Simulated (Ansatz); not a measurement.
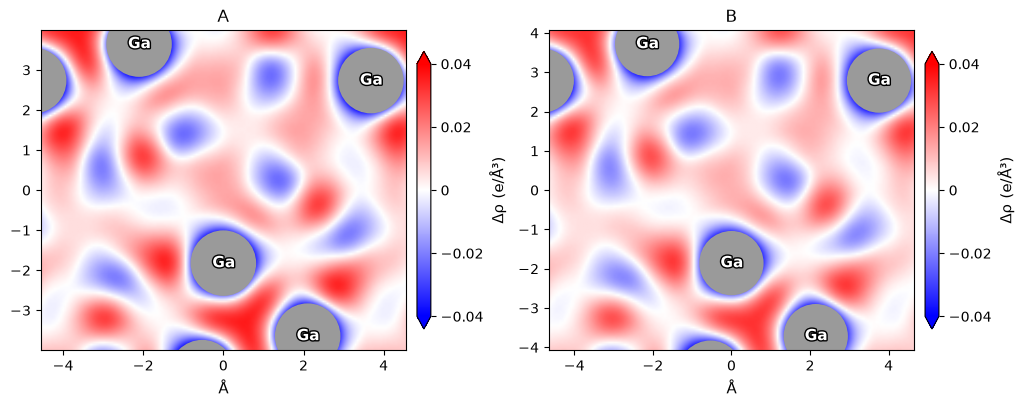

Ga: deformation density on the (111) plane of the conventional cell at two volumes, with the same fractional coordinates and one colour scale. Grey discs cover the cores. Panel B has 106 % of the volume of panel A.

Space group I-43d.

Theory: DFT PBE, scalar-relativistic, plane waves, PAW (Ansatz 0.2.0).

Q: How do bonds, bonding charge and pressure respond to this change of volume?

A: From A to B, Ga–Ga goes from 2.78 to 2.84 Å, and Δρ at its midpoint from +0.029 to +0.027 e/Å³. The pressure is 4.4 GPa in A and 0.9 GPa in B. The rearranged charge is 0.13 e an atom in A and 0.13 e in B.

Run times: 43 s (base cell) and 39 s (scaled cell), on 2 threads of Arm Neoverse N1, on a shared host.
